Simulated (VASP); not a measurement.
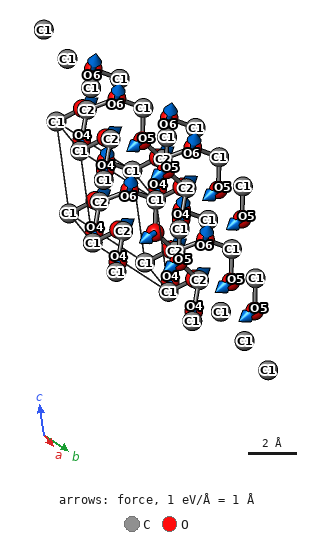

Starting geometry of crystalline CO2 (set up in I-42d) with the computed forces as blue arrows. A ball-and-stick model of the cell of the calculation, repeated 2 × 2 × 2 with one cell outlined, seen slightly off an axis.

The run lets the atoms move in a fixed cell.

These are results of Kohn-Sham DFT of a periodic cell, r2SCAN, VASP PAW PBE potentials, recommended in VASP 6.6.1, not measurements.

Input file:
```
PREC = Accurate
ENCUT = 600
EDIFF = 1E-7
ISMEAR = 0
SIGMA = 0.03
LREAL = F
LASPH = T
NELM = 80
ALGO = Normal
ISIF = 4
LWAVE = F
LCHARG = F
METAGGA = R2SCAN
LMIXTAU = T
IBRION = 2
NSW = 40
EDIFFG = -0.01
KPAR = 2
```

Command:
```bash
cat potpaw_PBE.64/C/POTCAR potpaw_PBE.64/O/POTCAR > POTCAR
mpirun -np 2 vasp_std > vasp.out
```

Question: Is this structure relaxed? If not, where do the atoms go?

Answer: It isn't relaxed: the largest force vector, on O atoms, is 0.99 eV/Å. The atoms end up moving mostly along the starting forces (cosine between the two patterns 1.00). The largest moves relative to the cell, 0.040 Å, are those of O atoms. C stays in place. The drawn cell changes at constant volume: a = b = c 3.977 → 3.998 Å (+0.5 %), α 122.3° → 123.2°, β 122.3° → 123.2°, γ 86.0° → 84.6°. Near-neighbour distances that change, for instance: C–O 1.365 → 1.383 Å. Bond angles that change, for instance: C–O–C 123.7° → 121.2°. The space group stays I-42d (No. 122). The energy falls by 12.8 meV per atom in 4 geometry steps. Largest force component: 0.99 eV/Å at the start, 0.009 eV/Å at the end.
